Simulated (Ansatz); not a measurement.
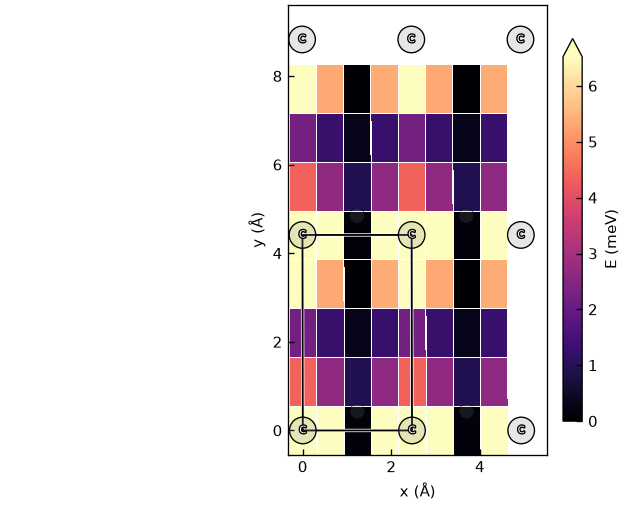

Energy landscape of N₂ on a C(111) slab cut from the C2/m phase, its upper half relaxed before the scan (16 atoms of substrate and one adsorbate in a 2 × 1 cell). N2 is moved over the surface cell at a fixed height above a rigid substrate; the origin of the map has the adsorbate above C15; the height is held at 3.20 Å. Places are given modulo a cell vector. The map is drawn in real space over the plane of the surface. The scan uses a 4 × 4 grid. Places are given in fractions of the 1 × 1 surface cell. Energies are in meV, from the lowest grid point. At a fixed height the lowest place need not be the adsorption site. Computed with DFT PBE+D3(BJ), scalar-relativistic, plane waves, PAW (Ansatz 0.2.0). Settings: cutoff 420 eV, k-mesh 6×6×1, gaussian smearing 0.05 eV, no spin polarisation.

The picture shows one coloured cell a grid point, labelled circles for the atoms of the top layer and small ones for the second layer, the outline of one cell of the 2 × 2 shown, one colour for all values above the top of the scale. 

**What does the map say about the system?**

The lowest grid point is at (2/4, 3/4) of the cell vectors. The highest grid point, the top site over a surface C atom, (0/4, 0/4) of the cell vectors, lies 15.4 meV above the lowest.

The input of one point:

```yaml
crystal:
  lattice:
    - [4.929886713, 0.0, 0.0]
    - [-0.0081547558, 4.4132984516, 0.0]
    - [0.0, 0.0, 23.6150337471]
  atoms:
    - { symbol: C, position: [0.3745684085, 0.7405378974, 0.1693836241] }
    - { symbol: C, position: [0.8745684085, 0.7405378974, 0.1693836241] }
    - { symbol: C, position: [0.1243974091, 0.6365956441, 0.1924179608] }
    - { symbol: C, position: [0.6243974091, 0.6365956441, 0.1924179608] }
    - { symbol: C, position: [0.1240513173, 0.4291046681, 0.238549269] }
    - { symbol: C, position: [0.6240513173, 0.4291046681, 0.238549269] }
    - { symbol: C, position: [0.3738803179, 0.3251624149, 0.2615836057] }
    - { symbol: C, position: [0.8738803179, 0.3251624149, 0.2615836057] }
    - { symbol: C, position: [0.3735338584, 0.1126520408, 0.3077166148] }
    - { symbol: C, position: [0.8735338584, 0.1126520408, 0.3077166148] }
    - { symbol: C, position: [0.1233638388, 0.0072945126, 0.3296949545] }
    - { symbol: C, position: [0.6233638388, 0.0072945126, 0.3296949545] }
    - { symbol: C, position: [0.1229920122, 0.78104549, 0.3756054437] }
    - { symbol: C, position: [0.6229920122, 0.78104549, 0.3756054437] }
    - { symbol: C, position: [0.3728273188, 0.682677453, 0.3944535437] }
    - { symbol: C, position: [0.8728273188, 0.682677453, 0.3944535437] }
    - { symbol: "N", position: [0.6228273188, 1.432677453, 0.529960443] }
    - { symbol: "N", position: [0.6228273188, 1.432677453, 0.5765409397] }
basis:
  ecutwfc: 420
kpoints:
  mp_grid: { grid: [6, 6, 1] }
hamiltonian:
  xc: pbe
  pseudopotentials: { kind: paw, azcp: { folder: soft_1 } }
  dispersion: d3bj
scf:
  occupations: { method: gaussian, width: 0.05 }
output:
  forces: true
  eigenvalues: true
efield:
  axis: 3
  dipole_correction: true
  ramp_width: 0.04
```

The whole map (16 points run) took 20 min on 1 thread of Arm Neoverse V2 (shared host).
